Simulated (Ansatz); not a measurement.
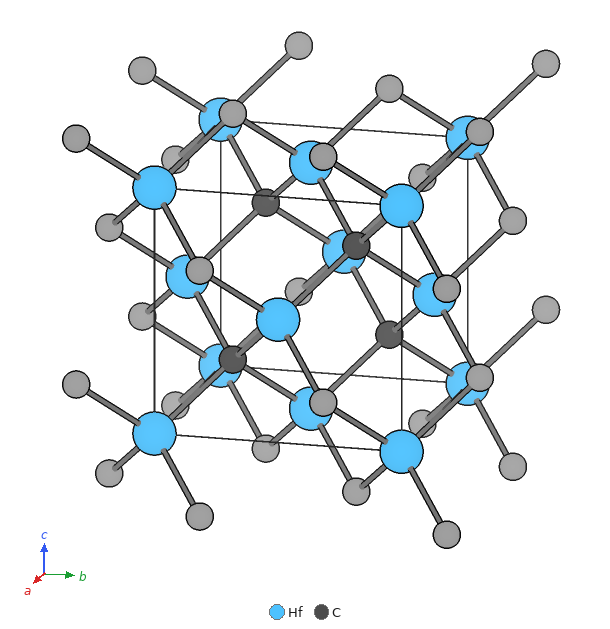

We look at a ball-and-stick model of the crystal slightly off an axis. Thin lines show the conventional unit cell, with boundary atoms drawn in all their periodic places. Neighbours across the faces are drawn wherever a bond reaches them, in fainter colours.

HfC, zinc blende (sphalerite type), space group F-43m (No. 216), a = 5.044 Å, b = 5.044 Å, c = 5.044 Å, α = 90.00°, β = 90.00°, γ = 90.00°. The initial geometry was a structure type filled with these elements by a generator (whether the compound takes this form wasn't checked). Earlier steps of the study may have refined or changed the cell and positions. An electronic-structure calculation with Ansatz was run on it.

This one geometry was computed with Ansatz (DFT, plane waves, PAW) at six levels of theory: PBEsol, PBE with spin-orbit coupling, HSE06, r2SCAN, LDA and PBE.

Which level gives the highest pressure at this volume, and what does that say about its equilibrium volume?

Highest: PBE (0.0 GPa), which points to the largest equilibrium volume. Lowest, with the smallest volume: LDA (-8.3 GPa). Levels within 0.5 GPa of each other can't be told apart.

How does the band gap change with the level of theory?

PBE with spin-orbit coupling: a gap of 0.19 eV on the k-mesh; LDA: a gap of 0.22 eV on the k-mesh; PBEsol: a gap of 0.22 eV on the k-mesh; PBE: a gap of 0.29 eV, direct; r2SCAN: a gap of 0.58 eV on the k-mesh; HSE06: a gap of 0.99 eV on the k-mesh.

Collect the results in a table.

| level | cutoff (eV) | k-mesh of the run's cell | gap (eV) | pressure (GPa) |
| --- | --- | --- | --- | --- |
| PBEsol | 420 | 12×12×12 | 0.22 | -4.5 |
| PBE with spin-orbit coupling | 420 | 12×12×12 | 0.19 | -0.7 |
| HSE06 | 420 | 8×8×8 | 0.99 | -1.1 |
| r2SCAN | 500 | 12×12×12 | 0.58 | -1.7 |
| LDA | 420 | 12×12×12 | 0.22 | -8.3 |
| PBE | 420 | 12×12×12 | 0.29 | 0.0 |

Gaps are taken on the k-mesh or band path of each run.
